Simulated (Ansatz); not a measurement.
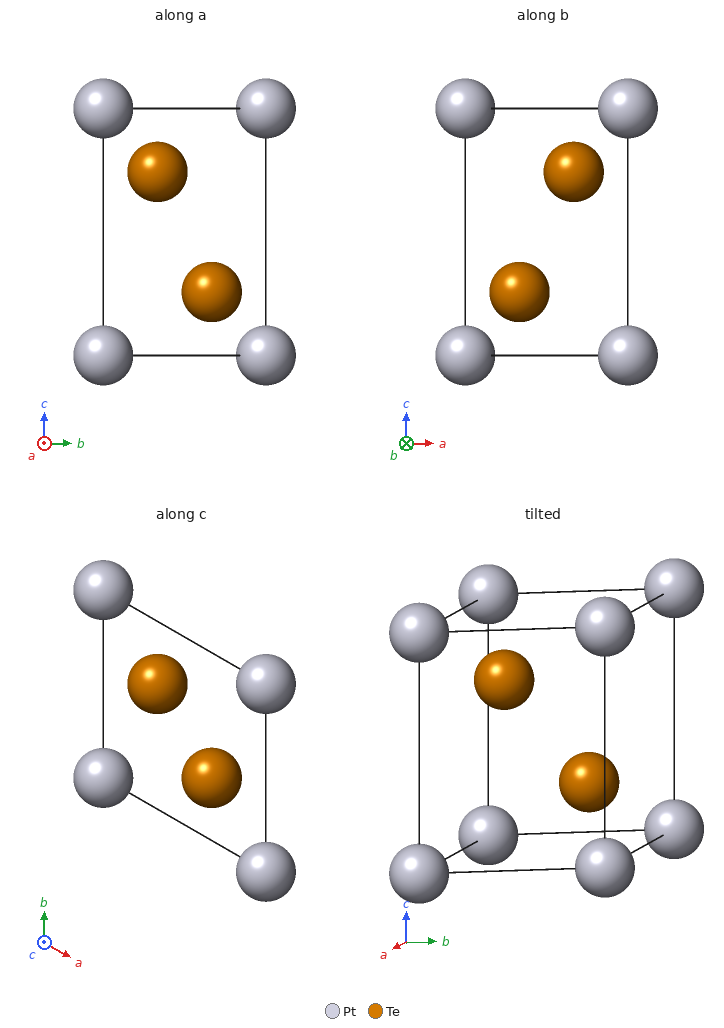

A spheres-only rendering, viewed along the a axis, along the b axis, along the c axis and slightly off an axis. The conventional unit cell is drawn as a box.

Lattice parameters: a = 4.0382 Å, b = 4.0382 Å, c = 5.3110 Å, α = 90.000°, β = 90.000°, γ = 120.000°.

> From the views, write a CIF with its space group and independent sites, with free fractional coordinates to two decimals.

```cif
data_structure
_symmetry_space_group_name_H-M 'P -3 m 1'
_symmetry_Int_Tables_number 164
_cell_length_a 4.0382
_cell_length_b 4.0382
_cell_length_c 5.3110
_cell_angle_alpha 90.000
_cell_angle_beta 90.000
_cell_angle_gamma 120.000
_cell_volume 75.00
loop_
_atom_site_label
_atom_site_type_symbol
_atom_site_symmetry_multiplicity
_atom_site_Wyckoff_symbol
_atom_site_fract_x
_atom_site_fract_y
_atom_site_fract_z
_atom_site_occupancy
Pt1 Pt 1 a 0.00 0.00 0.00 1
Te1 Te 2 d 0.3333 0.6667 0.26 1
```

The structure comes from a structure type filled with these elements by a generator (whether the compound takes this form wasn't checked). Earlier steps of the study may have refined or changed the cell and positions. A calculation with Ansatz used it as input.
